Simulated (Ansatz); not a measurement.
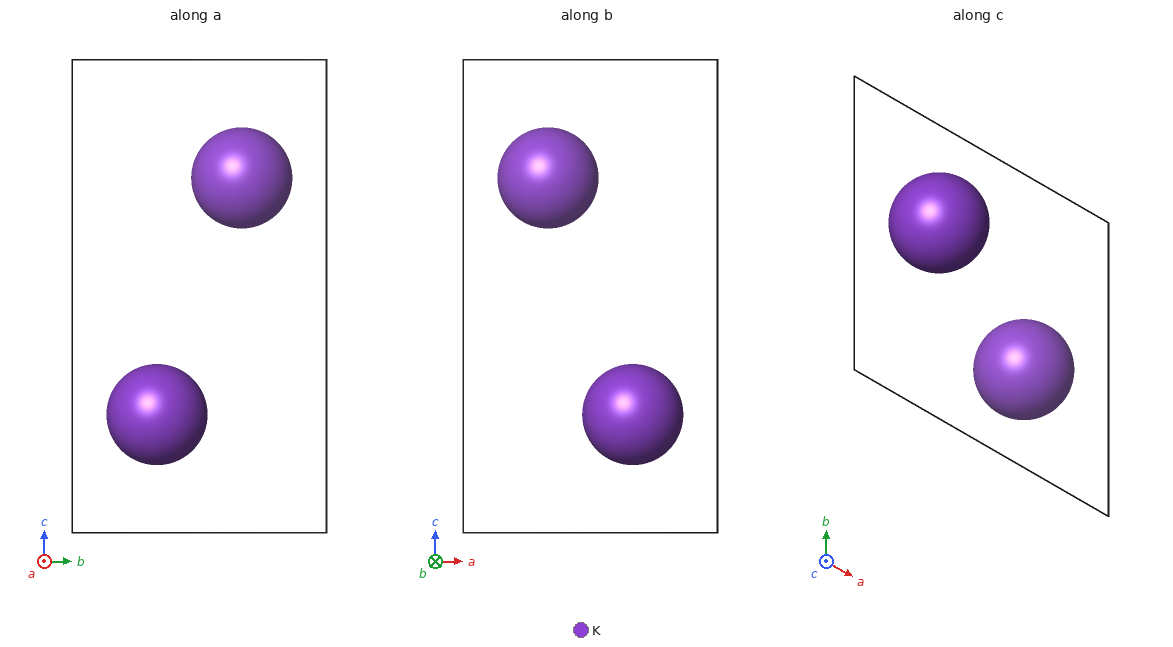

Crystal structure, spheres-only style, seen along the a axis, along the b axis and along the c axis. Atoms at the boundary of the conventional unit cell (the box) are drawn once for each face, edge or corner they touch.

Lattice parameters: a = 4.733 Å, b = 4.733 Å, c = 7.629 Å, α = 90.00°, β = 90.00°, γ = 120.00°.

Q: Set out the cell and atoms as a table of Wyckoff sites.

A: Space group P6_3/mmc (No. 194).
```
atom  site       x       y       z
   K    2d  0.3333  0.6667  0.7500
```

The model was built from a structure type filled with this element by a generator (whether the element takes this form wasn't checked). Atoms and cell were optimised with DFT PBE, scalar-relativistic, plane waves, PAW (Ansatz).
